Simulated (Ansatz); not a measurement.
InSb

```cif
data_structure
_symmetry_space_group_name_H-M 'P 1'
_symmetry_Int_Tables_number 1
_cell_length_a 6.4782
_cell_length_b 6.4782
_cell_length_c 6.4782
_cell_angle_alpha 90.000
_cell_angle_beta 90.000
_cell_angle_gamma 90.000
_cell_volume 271.87
loop_
_atom_site_label
_atom_site_type_symbol
_atom_site_fract_x
_atom_site_fract_y
_atom_site_fract_z
_atom_site_occupancy
In1 In 0.50000 0.50000 0.00000 1
In2 In 0.00000 0.50000 0.50000 1
In3 In 0.00000 0.00000 0.00000 1
In4 In 0.50000 0.00000 0.50000 1
Sb1 Sb 0.75000 0.75000 0.25000 1
Sb2 Sb 0.25000 0.75000 0.75000 1
Sb3 Sb 0.25000 0.25000 0.25000 1
Sb4 Sb 0.75000 0.25000 0.75000 1
```

Space group F-43m.

The calculation used DFT r2SCAN, scalar-relativistic, plane waves, PAW in Ansatz 0.2.0.

### Predict the valence pseudo-density and electron localisation function between the atoms.

In–Sb (2.81 Å): ρ is about 0.37 e/Å³ halfway; the ELF peaks at about 0.70 between the atoms.

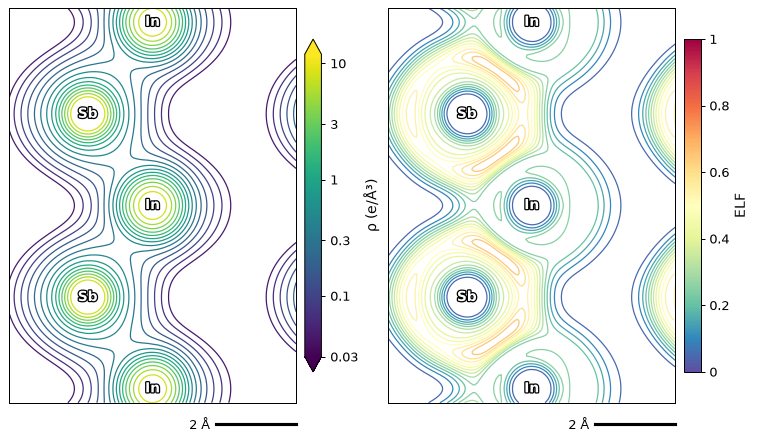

Computed valence pseudo-density and electron localisation function on the (110) plane of the conventional cell, in this order. 
